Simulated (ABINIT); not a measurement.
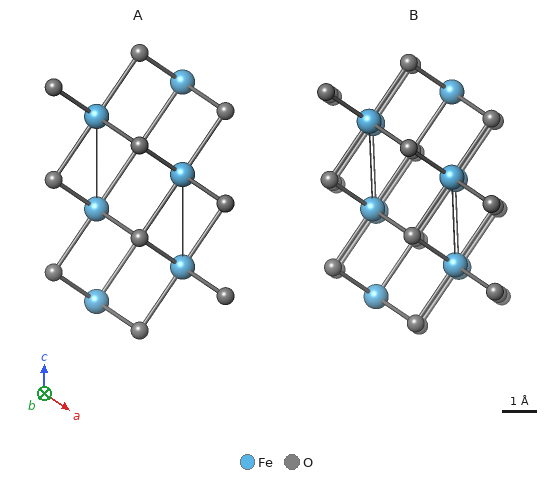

Two geometries of crystalline FeO (set up in I4/mmm), drawn at one scale. One is the start of a relaxation, the other its converged end. A ball-and-stick model of the cell of the calculation, seen along the b axis.

Level of theory: Kohn-Sham DFT of a periodic cell, LDA, JTH PAW LDA v2.0 in ABINIT. Set-up: plane-wave cutoff 707.5 eV; k-point mesh 9 × 9 × 9; occupations fermi-dirac; smearing width 0.05 eV; collinear spin.

Which geometry has the lower energy?

Structure B is the relaxed one. The run lets cell and atoms move. No atom moves by more than 0.005 Å relative to the cell. Cell: a = b = c 3.078 → 2.954 Å (−4.0 %), α 117.3° → 120.0°, β 117.3° → 120.0°, γ 94.8° → 90.0°. Volume −14.7 %. Some distances before and after: Fe–O 2.266 → 2.089 Å, Fe–O 2.083 → 2.089 Å. The space group (tolerance 0.01 Å) goes from I4/mmm (No. 139) to Fm-3m (No. 225). After 8 geometry steps the energy has fallen by 133 meV per atom. All forces vanish by symmetry, so only the cell relaxes. The pressure goes from −22.45 to 0.00 GPa.

Limits of the set-up: only the magnetic order of this start and cell was tried (total moment 3.8 μB per cell).
